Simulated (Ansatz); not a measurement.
**Ti: density, localisation and related maps**

Input

```
crystal:
  lattice:
    - [4.5943076272, 0.0, 0.0]
    - [-2.2971538135, 3.8419246618, 0.0]
    - [0.0, 0.0, 2.7987936488]
  atoms:
    - { symbol: Ti, position: [0.0, 0.0, 0.0] }
    - { symbol: Ti, position: [0.3333333333, 0.6666666667, 0.5] }
    - { symbol: Ti, position: [0.6666666667, 0.3333333333, 0.5] }
basis:
  ecutwfc: 420
kpoints:
  mp_grid: { grid: [12, 12, 18] }
hamiltonian:
  xc: pbesol
scf:
  occupations: { method: gaussian, width: 0.15 }
output:
  forces: true
  stress: true
  eigenvalues: true
  write_density: true
  write_potential: true
  elf: true
  volumetric_format: npy
```

Run with:

```sh
ansatz run input.yaml --threads 1 --pin off --max-ram 2560MiB --backend cpu --events-out ev --progress --plain --runs-dir out
```

Below, planes, directions and counts refer to the conventional cell (a = 4.59 Å, b = 7.68 Å, c = 2.80 Å, α = 90.00°, β = 90.00°, γ = 90.00°).

Space group Cmmm; a structure from a database of computed crystals, not necessarily the ambient phase; changed on purpose from its base cell (strain +0.0175 x Voigt [1, -1, 0, 0, 0, 0], atoms carried along); computed without spin polarisation.

Method: DFT PBEsol, scalar-relativistic, plane waves, PAW in Ansatz 0.2.0.

In a PAW calculation such maps are meaningful between the atoms, not at the nuclei.

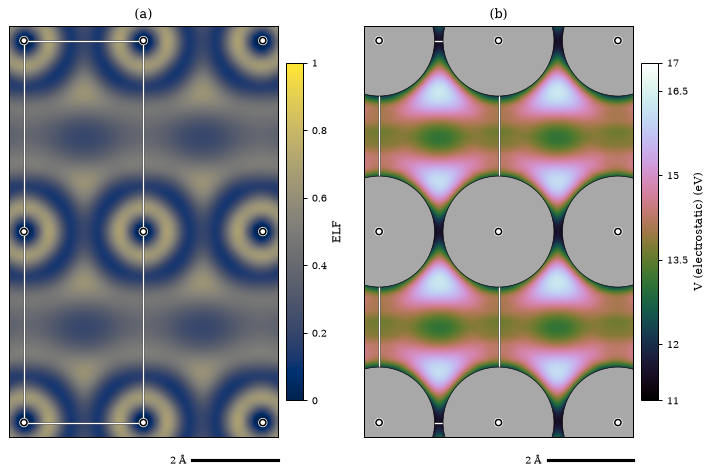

Figure 1. (a) ELF; (b) electrostatic potential (local pseudopotential plus Hartree) felt by an electron on the (110) plane of the conventional cell. Circles mark the nuclei in the plane (Ti). Grey discs cover the atomic cores in the potential map.

### Interpret the plot.

- Atoms in the plane: Ti.
- Ti–Ti (2.80 Å): the ELF is about 0.20 at the midpoint (no shared electron pair shows on this line).
- The features right at Ti lie inside the PAW spheres, where the map follows smoothed inner orbitals and isn't to be read closely.
- Outside the cores the potential energy rises away from the atoms and is highest about 1.7 Å from the nearest atoms; its zero is arbitrary.

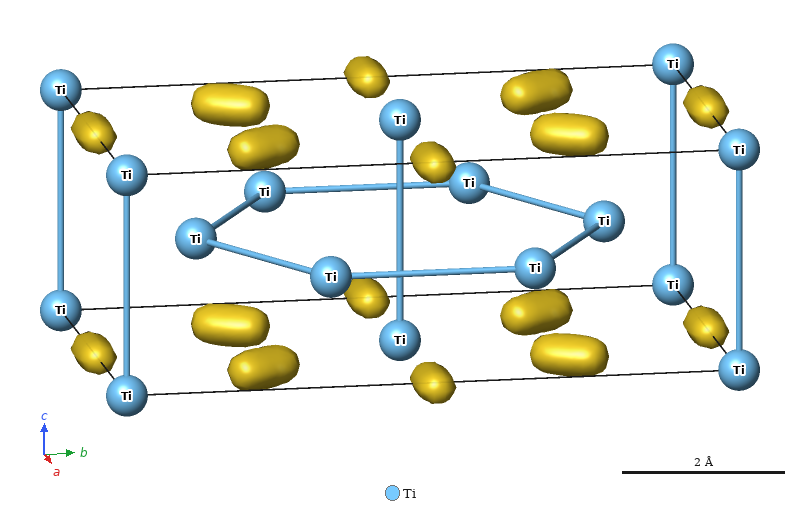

Figure 2. Isosurface of the electron localisation function at 0.7 (yellow), seen slightly off an axis. Only the valence region is drawn (cores and ρ < 0.01 e/Å³ removed). Sticks mark near contacts.

### What do the ELF domains correspond to?

At this value the surface marks out six pockets between the atoms, centred on no nucleus (multi-centre or interstitial), counted in one cell of 6 atoms. Any copies at cell faces, edges or corners count once. There are no localised bonds or lone pairs at this value.


Ti–Ti (2.56 Å): the ELF is about 0.10 at the midpoint: no localised pair shows between them. Ti–Ti (2.63 Å): the ELF is about 0.10 at the midpoint: no shared electron pair shows on this line.

### Does the calculation make it a metal, or give it a gap?

It is metallic or semimetallic at this level of theory: no gap opens.
